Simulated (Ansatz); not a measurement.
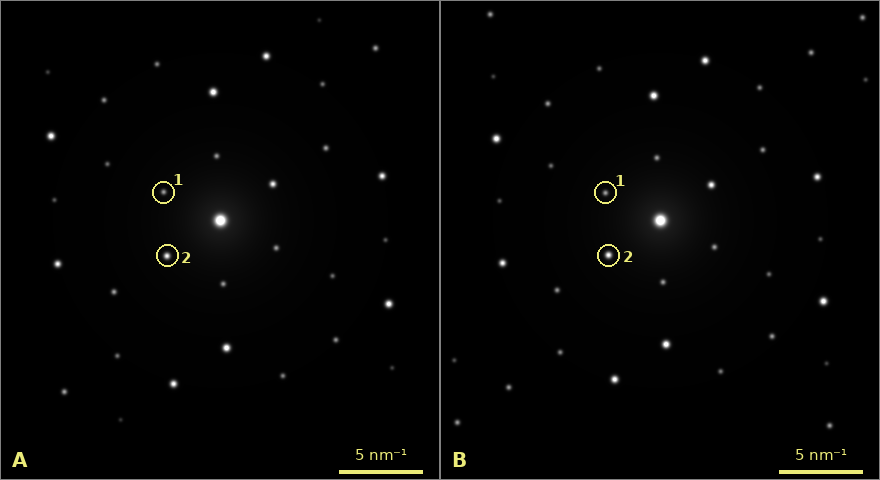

Kinematic electron diffraction patterns (200 kV, B = 0.5 Å², same scale) along [101] of the run's own cell, for the start and the end of one relaxation of TaN with DFT PBE, scalar-relativistic, plane waves, PAW in Ansatz 0.2.0. k mesh 12×12×4. The start is a generated model structure, and the relaxation ends in the nearest stationary point of its symmetry, not necessarily the ground state. Spot 1 is 0 -1 0 and spot 2 is 1 -1 -1 in both.

Start structure:

```yaml
crystal:
  lattice:
    - [3.12987, 0.00000, 0.00000]
    - [-1.56494, 2.71055, 0.00000]
    - [0.00000, 0.00000, 12.69772]
  atoms:
    - { symbol: Ta, position: [0.00000, 0.00000, 0.00000] }
    - { symbol: N, position: [0.66667, 0.33333, 0.10000] }
    - { symbol: Ta, position: [0.33333, 0.66667, 0.20000] }
    - { symbol: N, position: [0.66667, 0.33333, 0.30000] }
    - { symbol: Ta, position: [0.00000, 0.00000, 0.40000] }
    - { symbol: N, position: [0.33333, 0.66667, 0.50000] }
    - { symbol: Ta, position: [0.66667, 0.33333, 0.60000] }
    - { symbol: N, position: [0.00000, 0.00000, 0.70000] }
    - { symbol: Ta, position: [0.33333, 0.66667, 0.80000] }
    - { symbol: N, position: [0.66667, 0.33333, 0.90000] }
```

> Which pattern belongs to the start structure, and which to the relaxed one?

B is the start: its cell gives d(1) = 2.711 Å, d(2) = 2.651 Å and an angle of 60.7°. A is the relaxed structure, with d(1) = 2.625 Å (-3.2 %), d(2) = 2.577 Å (-2.8 %) and 60.6°.

> Summarise the relaxation behind the change.

The volume changed by +0.1 % to 10.78 Å³ an atom; with the mean shift removed, the atoms moved by up to 0.11 Å relative to the cell (Ta most); the space group stayed P-3m1 (No. 164); the free energy fell by 72 meV an atom. Relaxed cell: a = 3.031 Å, b = 3.031 Å, c = 13.550 Å, α = 90.00°, β = 90.00°, γ = 120.00°.
